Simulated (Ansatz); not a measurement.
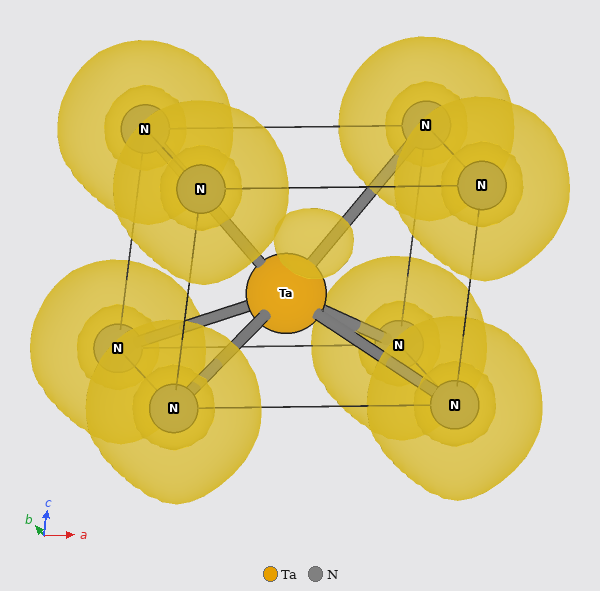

TaN. Isosurface of the electron localisation function at 0.65 (yellow), seen slightly off an axis. Only the valence region is drawn (cores and ρ < 0.01 e/Å³ removed). Sticks mark near contacts.

Space group P1; changed on purpose from its base cell (equal xy, yz and zx shear strains of +2 %, PAW files); computed pressure about −11 GPa in this cell.

Theory: Ansatz, DFT, LDA, PAW with Ansatz's default frozen-core files, scalar-relativistic.

Core electrons are frozen (PAW), and the valence fields are smoothed inside the atomic spheres.

**Describe the localisation domains.**

The ELF exceeds this value in one region wrapped around N (its valence shell) and one pocket between the atoms, centred on no nucleus (multi-centre or interstitial), counted in one cell of 2 atoms. Any copies at cell faces, edges or corners count once.

Values along the shortest contacts:
Ta–N (2.20 Å): the ELF peaks at about 0.80 in the valence shell of N, 0.7 Å from its nucleus, and is about 0.20 at the midpoint: no localised pair shows between them. Ta–Ta (2.88 Å): the ELF is about 0.25 at the midpoint; no shared electron pair shows on this line.
